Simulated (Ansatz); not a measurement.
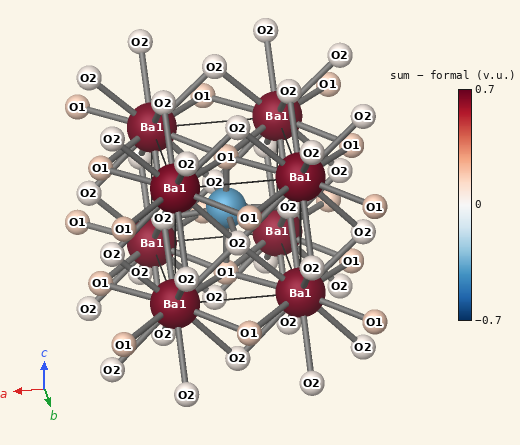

Atoms of BaTiO$_{3}$ (P4mm) coloured by their computed bond-valence sum less the size of their formal valence (view from a free direction).

Bond valence s = exp((R0 − d)/b), R0 fitted to published crystal structures with b = 0.37 Å, summed over all anions within 5 Å; R0 in Å: Ba2+–O 2.279; Ti4+–O 1.801.

Source of the atomic positions: a calculation's input that goes back to an entry of the Crystallography Open Database (an earlier step may have relaxed or displaced it).

```
Ba Ti O
1.0
     3.97237    0.00000    0.00000
     0.00000    3.97237    0.00000
     0.00000    0.00000    4.11223
Ba Ti O
1 1 3
Direct
  0.00000 0.00000 0.00436
  0.50000 0.50000 0.52247
  0.50000 0.50000 0.96545
  0.00000 0.50000 0.48236
  0.50000 0.00000 0.48236
```

Site labels: Ba1 at 0.000, 0.000, 0.004; Ti1 at 0.500, 0.500, 0.522; O1 at 0.500, 0.500, 0.965; O2 at 0.000, 0.500, 0.482.

**Which site departs most from its formal valence?**

Ba1, whose sum is 2.65 against 2: by this sum it is overbonded.

**Give the sums of all sites.**

```
site              x, y, z  formal valence  bond-valence sum  difference
 Ba1  0.000, 0.000, 0.004              +2              2.65        0.65
 Ti1  0.500, 0.500, 0.522              +4              3.61       -0.39
  O1  0.500, 0.500, 0.965              −2              2.17        0.17
  O2  0.000, 0.500, 0.482              −2              2.05        0.05
```

**Is the structure strained by this measure?**

The global instability index (root mean square of the differences over all atoms) is 0.35 v.u.: above 0.2, which by the usual rule of thumb marks a strained structure. The cell was not relaxed for this table, and a volume that is off by a few per cent shifts all sums together.
